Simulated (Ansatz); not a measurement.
# Geometry relaxation, with input and output: Ta2N

- system: Ta2N (P-3m1, 3 atoms in the cell)
- method: DFT PBE, scalar-relativistic, plane waves, PAW, no spin polarisation (Ansatz 0.2.0)

The structure derives from a Materials Project entry.

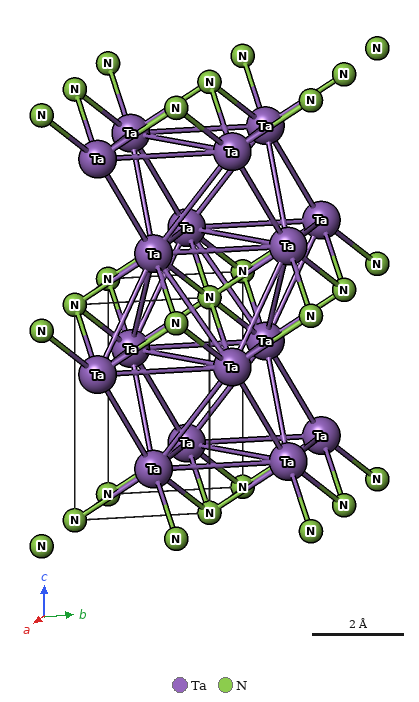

The input geometry (ball-and-stick view of the cell of the calculation, repeated 2 × 2 × 2, seen slightly off an axis). An atom can appear more than once, as a periodic image. Near neighbours in the periodic cell (some may lie outside the picture): Ta has 3 N at 2.18 Å and 12 Ta at 2.99 to 3.11 Å; N has 6 Ta at 2.18 Å.

## Input file
```yaml
crystal:
  lattice:
    - [3.112861506, 0.0, 0.0]
    - [-1.556430753, 2.6958171426, 0.0]
    - [0.0, 0.0, 4.869841]
  atoms:
    - { symbol: Ta, position: [0.66666667, 0.33333333, 0.745289] }
    - { symbol: Ta, position: [0.33333333, 0.66666667, 0.254711] }
    - { symbol: "N", position: [0.0, 0.0, 0.0] }
basis:
  ecutwfc: 420
kpoints:
  mp_grid: { grid: [18, 18, 10] }
hamiltonian:
  xc: pbe
scf:
  occupations: { method: gaussian, width: 0.1 }
output:
  forces: true
  stress: true
  eigenvalues: true
relax:
  adjacent_minimum: "off"
  f_tol: 0.005
  max_steps: 80
  cell: { stress_tol: 0.05 }
```

Hardware: 2 threads of Intel Xeon @ 2.90GHz (Ice Lake), 192 GiB of memory available, shared host.

Run as:
```bash
ansatz run input.yaml --threads 2 --pin off --max-ram 5120MiB --backend cpu --events-out ev --progress --plain --runs-dir out
```

## Output
```
Engine: ansatz 0.2.0, x86_64-unknown-linux-gnu
Pseudopotentials: kind: paw
Pseudopotential: Ta, paw, valence charge 13, recommended cutoff 420 eV (normal), Ta.paw.azcp
Pseudopotential: N, paw, valence charge 5, recommended cutoff 420 eV (normal), N.paw.azcp
Functional definition: PBE
  parameter kappa = 0.804
  parameter beta = 0.06672455060314922
  exchange = pbe_x(kappa = kappa, mu = beta*pi^2/3)
  correlation = pbe_c(beta = beta)
Crystal: 3 atoms, lattice volume = 40.866 Å³
Basis set: ecut = 420 eV, 797 PW (Γ), exchange–correlation on 48×48×72 points (8 copies of the dense FFT grid, shifted against one another)
Bands: 20, of which v1, the nominal top of the filled ones, is band 16 counted from 1 (15 counted from 0)
Symmetry: 12 space group operations
Space group: P-3m1 (ITA 164), of the structure as read, at distance tolerance 3.4e-5 Å
k-points: 330 of 3240
Non-local potential: Ta, projectors of the file, l = 0: 3, l = 1: 2, l = 2: 2, l = 3: 1
Non-local potential: N, projectors of the file, l = 0: 2, l = 1: 2, l = 2: 1
PAW form: soft (Blöchl's): semilocal exchange-correlation on the pseudo side does not see the compensation charge
PAW one-centre angular grid: Ta, 590 points (default); XC on 64 Gauss nodes
PAW one-centre angular grid: N, 110 points (default); XC on 64 Gauss nodes
Initial density: superposition of atomic densities (neutral atoms: chi_scale 0, normalization atom), corrected by the library's trained network
Initial wavefunctions: pseudopotential atomic-orbital guess
Functional: x = pbe(κ = 0.804, μ = 0.2195149727645171), c = pbe(β = 0.06672455060314922)
SCF iter   1: F=—  HF=-20250.917993 eV  |F-HF|=—  |Δ(HF+E_count)|=         —  Δρ=5.16e-3  dr2=1.15e-2  ethr=1.77e-3  ⟨swp⟩=5.2  Hψ=29532  notcnv=0
preconditioner: auto → Kerker (q_TF=auto, 2.605 Å⁻¹)  [metal: Δε(μ)=0.005 eV  Ē_g=8.343 eV  σ=0.100 eV  W_gap=0.03  n_scr=10 (ndim 8)  ℏωp=22.5 eV  f_vac=0.000  D(μ)=1.32/eV (n_scr^D=8)]
SCF iter   2: F=—  HF=-20250.916594 eV  |F-HF|=—  |Δ(HF+E_count)|=   1.40e-3  Δρ=3.21e-3  dr2=4.66e-3  ethr=3.70e-5  ⟨swp⟩=1.0  Hψ=9244  notcnv=0
SCF iter   3: F=—  HF=-20250.915913 eV  |F-HF|=—  |Δ(HF+E_count)|=   6.81e-4  Δρ=7.69e-4  dr2=4.22e-4  ethr=1.50e-5  ⟨swp⟩=2.0  Hψ=7703  notcnv=0
SCF iter   4: F=—  HF=-20250.915829 eV  |F-HF|=—  |Δ(HF+E_count)|=   8.45e-5  Δρ=2.63e-4  dr2=2.20e-5  ethr=1.36e-6  ⟨swp⟩=2.0  Hψ=8775  notcnv=0
SCF iter   5: F=—  HF=-20250.915835 eV  |F-HF|=—  |Δ(HF+E_count)|=   6.89e-6  Δρ=4.85e-5  dr2=1.17e-6  ethr=7.09e-8  ⟨swp⟩=2.0  Hψ=8826  notcnv=0
SCF iter   6: F=-20250.915835 eV  HF=-20250.915835 eV  |F-HF|=1.56e-8  |Δ(HF+E_count)|=   1.04e-7  Δρ=1.31e-5  dr2=5.98e-8  ethr=3.23e-10  ⟨swp⟩=4.5  Hψ=27901  notcnv=0
SCF 1 converged in 6 iterations: F = -20250.915835 eV  dr2 = 5.98e-8
  greatest PAW one-centre occupation: 0.999 electrons in one spin orbital (limit 2), on the Ta atom at site 1 (counted from 0), in its partial waves of l = 0
relax step   1: F+E_penalty+E_count = -20250.91583533 eV  Δ(F+E_penalty+E_count) = +0.000e0 eV  max|allowed force component| = 3.383e-2 eV/Å  Δτ_max = 0.0000 Å  P = -1.321 GPa  Ω = 40.866 Å³  (6 SCF iters, dr2 threshold 1.00e-7 eV, accepted)
Crystal: 3 atoms, lattice volume = 40.311 Å³
Basis set: ecut = 420 eV, 773 PW (Γ), exchange–correlation on 48×48×72 points (8 copies of the dense FFT grid, shifted against one another)
Initial density: handed on by an earlier stage of this run
Initial wavefunctions: those handed on with the density
iter 1 solved again at ethr=1.45e-5 eV; its pass at ethr=3.10e-3 eV (dr2=4.49e-3 eV) is discarded
SCF iter   1: F=—  HF=-20250.916603 eV  |F-HF|=—  |Δ(HF+E_count)|=         —  Δρ=2.10e-3  dr2=4.47e-3  ethr=1.45e-5  ⟨swp⟩=1.9  Hψ=39702  notcnv=0
preconditioner: auto → Kerker (q_TF=auto, 2.611 Å⁻¹)  [metal: Δε(μ)=0.002 eV  Ē_g=8.399 eV  σ=0.100 eV  W_gap=0.01  n_scr=10 (ndim 8)  ℏωp=22.7 eV  f_vac=0.000  D(μ)=1.23/eV (n_scr^D=8)]
SCF iter   2: F=—  HF=-20250.915924 eV  |F-HF|=—  |Δ(HF+E_count)|=   6.79e-4  Δρ=1.31e-3  dr2=2.11e-3  ethr=1.44e-5  ⟨swp⟩=1.0  Hψ=6600  notcnv=0
SCF iter   3: F=—  HF=-20250.915340 eV  |F-HF|=—  |Δ(HF+E_count)|=   5.84e-4  Δρ=3.89e-4  dr2=5.25e-5  ethr=6.81e-6  ⟨swp⟩=2.0  Hψ=8693  notcnv=0
SCF iter   4: F=—  HF=-20250.915333 eV  |F-HF|=—  |Δ(HF+E_count)|=   6.92e-6  Δρ=1.27e-4  dr2=6.53e-6  ethr=1.69e-7  ⟨swp⟩=2.0  Hψ=9031  notcnv=0
SCF iter   5: F=-20250.915332 eV  HF=-20250.915332 eV  |F-HF|=5.93e-8  |Δ(HF+E_count)|=   1.23e-6  Δρ=1.96e-5  dr2=1.43e-7  ethr=9.68e-10  ⟨swp⟩=4.7  Hψ=32995  notcnv=0
SCF 2 converged in 5 iterations: F = -20250.915332 eV  dr2 = 1.43e-7
relax step   2: F+E_penalty+E_count = -20250.91533211 eV  Δ(F+E_penalty+E_count) = +5.032e-4 eV  max|allowed force component| = 7.947e-2 eV/Å  Δτ_max = 0.0076 Å  P = +2.237 GPa  Ω = 40.311 Å³  energy of the carried Pulay correction = +9.868e-4 eV  (5 SCF iters, dr2 threshold 3.00e-7 eV, rejected (line search))
Crystal: 3 atoms, lattice volume = 40.675 Å³
iter 1 solved again at ethr=7.39e-6 eV; its pass at ethr=3.10e-3 eV (dr2=2.29e-3 eV) is discarded
SCF iter   1: F=—  HF=-20250.918116 eV  |F-HF|=—  |Δ(HF+E_count)|=         —  Δρ=1.32e-3  dr2=2.25e-3  ethr=7.39e-6  ⟨swp⟩=2.1  Hψ=39515  notcnv=0
preconditioner: auto → Kerker (q_TF=auto, 2.608 Å⁻¹)  [metal: Δε(μ)=0.013 eV  Ē_g=8.371 eV  σ=0.100 eV  W_gap=0.07  n_scr=10 (ndim 8)  ℏωp=22.5 eV  f_vac=0.000  D(μ)=1.31/eV (n_scr^D=8)]
SCF iter   2: F=—  HF=-20250.917801 eV  |F-HF|=—  |Δ(HF+E_count)|=   3.15e-4  Δρ=8.32e-4  dr2=9.67e-4  ethr=7.27e-6  ⟨swp⟩=1.0  Hψ=6600  notcnv=0
SCF iter   3: F=—  HF=-20250.917524 eV  |F-HF|=—  |Δ(HF+E_count)|=   2.77e-4  Δρ=1.43e-4  dr2=2.39e-5  ethr=3.12e-6  ⟨swp⟩=2.0  Hψ=8624  notcnv=0
SCF iter   4: F=—  HF=-20250.917522 eV  |F-HF|=—  |Δ(HF+E_count)|=   2.23e-6  Δρ=6.56e-5  dr2=1.84e-6  ethr=7.71e-8  ⟨swp⟩=2.0  Hψ=8900  notcnv=0
SCF iter   5: F=—  HF=-20250.917523 eV  |F-HF|=—  |Δ(HF+E_count)|=   9.42e-7  Δρ=2.14e-5  dr2=1.97e-7  ethr=5.93e-9  ⟨swp⟩=2.0  Hψ=8867  notcnv=0
SCF iter   6: F=—  HF=-20250.917523 eV  |F-HF|=—  |Δ(HF+E_count)|=   4.66e-8  Δρ=4.93e-6  dr2=1.12e-8  ethr=6.35e-10  ⟨swp⟩=2.0  Hψ=9105  notcnv=0
SCF iter   7: F=—  HF=-20250.917523 eV  |F-HF|=—  |Δ(HF+E_count)|=   2.82e-9  Δρ=8.67e-7  dr2=3.47e-10  ethr=3.62e-11  ⟨swp⟩=2.3  Hψ=8958  notcnv=0
SCF iter   8: F=-20250.917523 eV  HF=-20250.917523 eV  |F-HF|=3.64e-12  |Δ(HF+E_count)|=  9.09e-11  Δρ=1.75e-7  dr2=1.29e-11  ethr=1.00e-12  ⟨swp⟩=6.1  Hψ=30294  notcnv=0
SCF 3 converged in 8 iterations: F = -20250.917523 eV  dr2 = 1.29e-11
relax step   3: F+E_penalty+E_count = -20250.91752267 eV  Δ(F+E_penalty+E_count) = -1.687e-3 eV  max|allowed force component| = 1.032e-2 eV/Å  Δτ_max = 0.0013 Å  P = -0.075 GPa  Ω = 40.675 Å³  energy of the carried Pulay correction = +3.389e-4 eV  (8 SCF iters, accepted)
Crystal: 3 atoms, lattice volume = 40.657 Å³
iter 1 solved again at ethr=3.46e-8 eV; its pass at ethr=3.10e-3 eV (dr2=1.07e-5 eV) is discarded
SCF iter   1: F=—  HF=-20250.917558 eV  |F-HF|=—  |Δ(HF+E_count)|=         —  Δρ=8.63e-5  dr2=1.06e-5  ethr=3.46e-8  ⟨swp⟩=2.4  Hψ=39014  notcnv=0
preconditioner: auto → Kerker (q_TF=auto, 2.608 Å⁻¹)  [metal: Δε(μ)=0.014 eV  Ē_g=8.366 eV  σ=0.100 eV  W_gap=0.08  n_scr=10 (ndim 8)  ℏωp=22.6 eV  f_vac=0.000  D(μ)=1.30/eV (n_scr^D=8)]
SCF iter   2: F=—  HF=-20250.917564 eV  |F-HF|=—  |Δ(HF+E_count)|=   5.98e-6  Δρ=5.31e-5  dr2=4.04e-6  ethr=3.42e-8  ⟨swp⟩=1.0  Hψ=6600  notcnv=0
SCF iter   3: F=—  HF=-20250.917563 eV  |F-HF|=—  |Δ(HF+E_count)|=   1.05e-6  Δρ=2.81e-5  dr2=6.87e-7  ethr=1.30e-8  ⟨swp⟩=2.0  Hψ=8751  notcnv=0
SCF iter   4: F=-20250.917563 eV  HF=-20250.917563 eV  |F-HF|=1.24e-8  |Δ(HF+E_count)|=   1.47e-7  Δρ=6.10e-6  dr2=1.94e-8  ethr=7.52e-11  ⟨swp⟩=3.2  Hψ=26574  notcnv=0
SCF 4 converged in 4 iterations: F = -20250.917563 eV  dr2 = 1.94e-8
relax step   4: F+E_penalty+E_count = -20250.91756280 eV  Δ(F+E_penalty+E_count) = -4.013e-5 eV  max|allowed force component| = 5.696e-4 eV/Å  Δτ_max = 0.0005 Å  P = +0.030 GPa  Ω = 40.657 Å³  energy of the carried Pulay correction = +3.711e-4 eV  (4 SCF iters, dr2 threshold 2.33e-8 eV, accepted)
Crystal: 3 atoms, lattice volume = 40.659 Å³
iter 1 solved again at ethr=2.86e-9 eV; its pass at ethr=3.10e-3 eV (dr2=8.88e-7 eV) is discarded
SCF iter   1: F=—  HF=-20250.917551 eV  |F-HF|=—  |Δ(HF+E_count)|=         —  Δρ=3.05e-5  dr2=9.61e-7  ethr=2.86e-9  ⟨swp⟩=2.0  Hψ=38923  notcnv=0
preconditioner: auto → Kerker (q_TF=auto, 2.608 Å⁻¹)  [metal: Δε(μ)=0.013 eV  Ē_g=8.366 eV  σ=0.100 eV  W_gap=0.08  n_scr=10 (ndim 8)  ℏωp=22.6 eV  f_vac=0.000  D(μ)=1.30/eV (n_scr^D=8)]
SCF iter   2: F=—  HF=-20250.917559 eV  |F-HF|=—  |Δ(HF+E_count)|=   7.27e-6  Δρ=1.81e-5  dr2=3.48e-7  ethr=2.86e-9  ⟨swp⟩=1.2  Hψ=6860  notcnv=0
SCF iter   3: F=—  HF=-20250.917559 eV  |F-HF|=—  |Δ(HF+E_count)|=   9.52e-8  Δρ=9.97e-6  dr2=8.50e-8  ethr=1.12e-9  ⟨swp⟩=2.0  Hψ=9057  notcnv=0
SCF iter   4: F=-20250.917559 eV  HF=-20250.917559 eV  |F-HF|=2.17e-9  |Δ(HF+E_count)|=   1.80e-8  Δρ=2.15e-6  dr2=3.06e-9  ethr=2.05e-11  ⟨swp⟩=3.3  Hψ=25579  notcnv=0
SCF 5 converged in 4 iterations: F = -20250.917559 eV  dr2 = 3.06e-9
relax step   5: F+E_penalty+E_count = -20250.91755864 eV  Δ(F+E_penalty+E_count) = +4.156e-6 eV  max|allowed force component| = 1.416e-3 eV/Å  Δτ_max = 0.0001 Å  P = +0.005 GPa  Ω = 40.659 Å³  energy of the carried Pulay correction = +3.662e-4 eV  (4 SCF iters, dr2 threshold 6.34e-9 eV, accepted)
Initial wavefunctions: pseudopotential atomic-orbital guess (no wavefunctions were taken with the density)
iter 1 solved again at ethr=6.56e-8 eV; its pass at ethr=3.10e-3 eV (dr2=2.03e-5 eV) is discarded
SCF iter   1: F=—  HF=-20250.917190 eV  |F-HF|=—  |Δ(HF+E_count)|=         —  Δρ=9.01e-5  dr2=1.16e-7  ethr=6.56e-8  ⟨swp⟩=3.8  Hψ=47617  notcnv=0
SCF iter   2: F=—  HF=-20250.917202 eV  |F-HF|=—  |Δ(HF+E_count)|=   1.18e-5  Δρ=4.58e-5  dr2=2.75e-8  ethr=3.74e-10  ⟨swp⟩=2.0  Hψ=9422  notcnv=0
SCF iter   3: F=—  HF=-20250.917204 eV  |F-HF|=—  |Δ(HF+E_count)|=   1.57e-6  Δρ=6.62e-6  dr2=2.36e-9  ethr=8.86e-11  ⟨swp⟩=2.1  Hψ=7603  notcnv=0
SCF iter   4: F=—  HF=-20250.917204 eV  |F-HF|=—  |Δ(HF+E_count)|=   2.78e-8  Δρ=5.58e-7  dr2=5.03e-11  ethr=7.60e-12  ⟨swp⟩=2.0  Hψ=8679  notcnv=0
SCF iter   5: F=-20250.917204 eV  HF=-20250.917204 eV  |F-HF|=3.64e-12  |Δ(HF+E_count)|=  1.31e-10  Δρ=8.09e-8  dr2=1.83e-12  ethr=1.00e-12  ⟨swp⟩=6.1  Hψ=27885  notcnv=0
SCF 6 converged in 5 iterations: F = -20250.917204 eV  dr2 = 1.83e-12
relax step   6: F+E_penalty+E_count = -20250.91720382 eV  Δ(F+E_penalty+E_count) = +3.548e-4 eV  max|allowed force component| = 1.504e-3 eV/Å  Δτ_max = 0.0000 Å  P = -0.008 GPa  Ω = 40.659 Å³  stress off target by 1.87e-2 GPa  SCF on the basis re-selected at this cell (its energy is not comparable with the rows above)  (5 SCF iters)
```

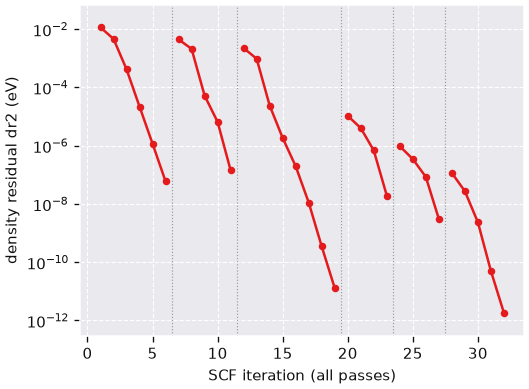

Convergence of the self-consistent field: density residual dr2 against the SCF iteration. The dotted lines part the SCF passes of the relaxation: geometry steps, rejected trials and re-solves on a re-selected basis. The 6 passes take 4 to 8 iterations each, 32 in all.

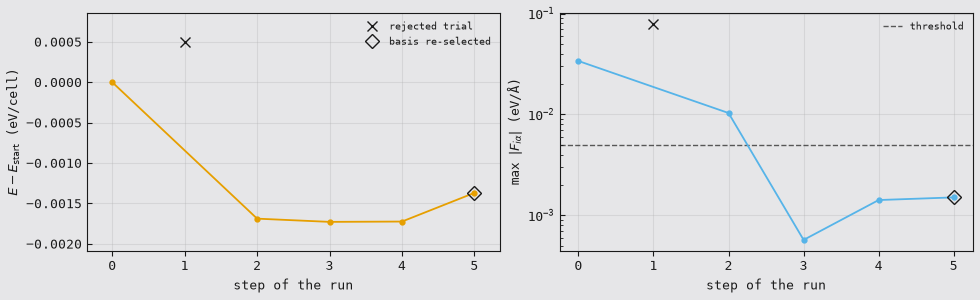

Progress of the relaxation, step by step (the first geometry is step 0 here and step 1 in the log). After 4 geometry steps the energy has fallen by 1.7 meV per cell of the calculation. Largest force component: 0.034 eV/Å at the start, 0.0015 eV/Å at the end. The pressure goes from −1.32 to −0.01 GPa. The line search rejected the trial step at point 1 (counted from 0) and went back. The atoms keep their places relative to the cell (all moves are under 0.005 Å). The volume changes by −0.5 %, with a = b 3.113 → 3.101 Å (−0.4 %), c 4.870 → 4.882 Å (+0.2 %). Among the contacts that change: Ta1–Ta1 3.113 → 3.101 Å, Ta1–Ta2 3.063 → 3.067 Å. The space group stays P-3m1 (No. 164). A last SCF at the same geometry on a re-selected plane-wave basis shifts the energy by +0.4 meV per cell of the calculation. (Atoms are counted from 1 in the order of the input.)

```
basis re-selected at this cell: Δ(F+E_penalty+E_count) = +3.548e-4 eV, ΔP = -0.014 GPa vs the last step (what re-selecting the basis moved, of the pressure what is left beyond the Pulay correction that the steps carried, after the strain that the cell walked since its last selection, with what the two solves' SCF thresholds leave and, on support functions, any second-order correction that the steps lacked; it is no measure of the basis error at this ecutwfc). This SCF's stress stands 1.87e-2 GPa from its target on what of the cell is left free (relax.cell.stress_tol is 5.00e-2 GPa) and its largest allowed force component is 1.50e-3 eV/Å (relax.f_tol is 5.00e-3 eV/Å): within both
SCF converged after 5 iterations
Free energy (F): -20250.917204 eV
Harris-Foulkes:  -20250.917204 eV  (|F-HF|=3.64e-12)
Internal energy: -20250.910696 eV  (E = F + TS)
E sigma→0 (E₀):  -20250.913950 eV
Entropy (-TS):   -0.006508 eV (-2.169 meV/atom)
Fermi energy:    19.697765 eV
--- Per-component energies (eV) ---
  E_band       = -177.079755
  E_kinetic    = 864.433195
  E_local      = -1242.097284  (includes V_loc(G=0)·N_el)
  E_nonlocal   = 73.539802
  E_hartree    = 429.245554
  E_xc         = -498.158888
  E_vxc        = -486.075754  (∫ρ·V_xc dr)
  E_paw        = -16920.600933  (= ΣΔE_a)
  E_vpaw       = -245.371220  (= ΣTr[D̂ρ^β])
  E_aug_tail   = 0.000391  (compensation charges beyond the density's cutoff)
  E_ewald      = -2957.272533
  E_smearing   = -0.006508  (= −TS)
  E_closure    = -0.000000  (closes the sum)
  Σ components = -20250.917204   (vs F -20250.917204, Δ=0.00e0)
--- Forces (eV/Å), atoms counted from 1 ---
  atom   1  Ta     0.00000000    -0.00000000     0.00150443
  atom   2  Ta     0.00000000     0.00000000    -0.00150443
  atom   3  N      0.00000000    -0.00000000     0.00000000
  max |Σ_I F_I| component: 2.63e-31 eV/Å
--- Stress (GPa, compression-positive) ---
       -0.018728       0.000000      -0.000000
        0.000000      -0.018728      -0.000000
       -0.000000      -0.000000       0.012425
  P = ⅓ Tr σ = -0.0083 GPa (-0.083 kbar)
--- Band table (eV; the first three rows and the last of 330) ---
  k-point 0: bands = ["-48.8935", "-48.8166", "-15.9397", "-15.2037", "-15.2037", "-15.0808", "-15.0808", "-14.9753", "2.2634", "11.2828", "13.6823", "13.6823", "14.7135", "18.9948", "19.4734", "19.4734", "19.9509", "20.0342", "20.0342", "20.8529"]
  k-point 1: bands = ["-48.8916", "-48.8185", "-15.9178", "-15.2008", "-15.2008", "-15.0837", "-15.0837", "-15.0007", "2.2841", "11.2134", "13.6642", "13.6642", "14.8454", "18.7693", "19.3588", "19.3588", "20.1036", "20.1036", "20.1909", "21.0644"]
  k-point 2: bands = ["-48.8862", "-48.8240", "-15.8540", "-15.1925", "-15.1925", "-15.0922", "-15.0922", "-15.0737", "2.3388", "11.0439", "13.6186", "13.6186", "15.2048", "18.3599", "19.0943", "19.0943", "20.4166", "20.4166", "20.6209", "21.4873"]
  k-point 329: bands = ["-48.8131", "-48.8131", "-15.7328", "-15.7328", "-15.6140", "-15.5667", "-15.1402", "-15.1402", "3.1971", "12.0356", "12.0356", "13.3091", "17.2186", "17.7752", "17.7752", "20.3371", "20.5040", "20.5040", "23.7041", "23.7041"]
--- Relaxed structure (5 steps of the walk, 4 accepted, 1 SCFs on fresh bases) ---
  F+E_penalty+E_count = -20250.91720382 eV   max|allowed force component| = 1.504e-3 eV/Å   (the final SCF, on the basis selected at the relaxed cell)
  cell:  # Å, volume = 40.6594 Å³
    - [3.101140055592924, 0.0, -2.9008639687312815e-35]
    - [-1.550570027796462, 2.6856660688369587, -6.215805966970053e-33]
    - [-4.538186573117679e-35, -1.1254702701331843e-32, 4.881890062308107]
  atoms:
    - { symbol: Ta, position: [0.6666666666666666, 0.33333333333333337, 0.7449050322226017] }
    - { symbol: Ta, position: [0.33333333333333337, 0.6666666666666667, 0.2550949677773983] }
    - { symbol: N, position: [-6.201511821404741e-38, -1.2403023642809482e-37, -3.217223493417518e-86] }
```

## Trajectory as extended XYZ (Å, eV, eV/Å), 6 frames, from step=1 to step=6
```
3
Lattice="3.1129 0.0000 0.0000 -1.5564 2.6958 0.0000 0.0000 0.0000 4.8698" Properties=species:S:1:pos:R:3:forces:R:3 step=1 energy=-20250.91583 pressure_GPa=-1.32
Ta    1.5564    0.8986    3.6294    0.0000   0.0000   0.0338
Ta    0.0000    1.7972    1.2404    0.0000   0.0000  -0.0338
N     0.0000    0.0000    0.0000    0.0000   0.0000   0.0000
3
Lattice="3.0898 0.0000 0.0000 -1.5449 2.6758 0.0000 0.0000 0.0000 4.8757" Properties=species:S:1:pos:R:3:forces:R:3 step=2 energy=-20250.91533 pressure_GPa=2.24 accepted=F
Ta    1.5449    0.8919    3.6262    0.0000   0.0000   0.0795
Ta    0.0000    1.7839    1.2495    0.0000   0.0000  -0.0795
N     0.0000    0.0000    0.0000    0.0000   0.0000   0.0000
3
Lattice="3.1016 0.0000 0.0000 -1.5508 2.6861 0.0000 0.0000 0.0000 4.8822" Properties=species:S:1:pos:R:3:forces:R:3 step=3 energy=-20250.91752 pressure_GPa=-0.07
Ta    1.5508    0.8954    3.6374    0.0000   0.0000  -0.0103
Ta    0.0000    1.7907    1.2448    0.0000   0.0000   0.0103
N     0.0000    0.0000    0.0000    0.0000   0.0000   0.0000
3
Lattice="3.1012 0.0000 0.0000 -1.5506 2.6858 0.0000 0.0000 0.0000 4.8813" Properties=species:S:1:pos:R:3:forces:R:3 step=4 energy=-20250.91756 pressure_GPa=0.03
Ta    1.5506    0.8952    3.6362    0.0000   0.0000  -0.0006
Ta    0.0000    1.7905    1.2451    0.0000   0.0000   0.0006
N     0.0000    0.0000    0.0000    0.0000   0.0000   0.0000
3
Lattice="3.1011 0.0000 0.0000 -1.5506 2.6857 0.0000 0.0000 0.0000 4.8819" Properties=species:S:1:pos:R:3:forces:R:3 step=5 energy=-20250.91756 pressure_GPa=0.01
Ta    1.5506    0.8952    3.6365    0.0000   0.0000   0.0014
Ta    0.0000    1.7904    1.2453    0.0000   0.0000  -0.0014
N     0.0000    0.0000    0.0000    0.0000   0.0000   0.0000
3
Lattice="3.1011 0.0000 0.0000 -1.5506 2.6857 0.0000 0.0000 0.0000 4.8819" Properties=species:S:1:pos:R:3:forces:R:3 step=6 energy=-20250.91720 pressure_GPa=-0.01
Ta    1.5506    0.8952    3.6365    0.0000   0.0000   0.0015
Ta    0.0000    1.7904    1.2453    0.0000   0.0000  -0.0015
N     0.0000    0.0000    0.0000    0.0000   0.0000   0.0000
```

## Summary

```tsv
quantity	value
outcome	converged
space group (tolerance 0.01 Å)	P-3m1 (164)
electrons treated	31
free energy	−20250.9172 eV
Fermi energy	19.698 eV
gap on the k-point mesh	none (metallic)
pressure	−0.01 GPa
final volume	40.66 Å³
largest force (length of the vector) at the end	0.002 eV/Å
final cell	a = 3.101 Å, b = 3.101 Å, c = 4.882 Å, α = 90.00°, β = 90.00°, γ = 120.00°
wall time	41 s (CPU time 80 s)
peak memory	0.58 GiB
```

## Remarks

Spin–orbit coupling is left out, which matters for Ta. The cell holds an odd number of electrons but the run has no spin polarisation, so a band is left half filled.
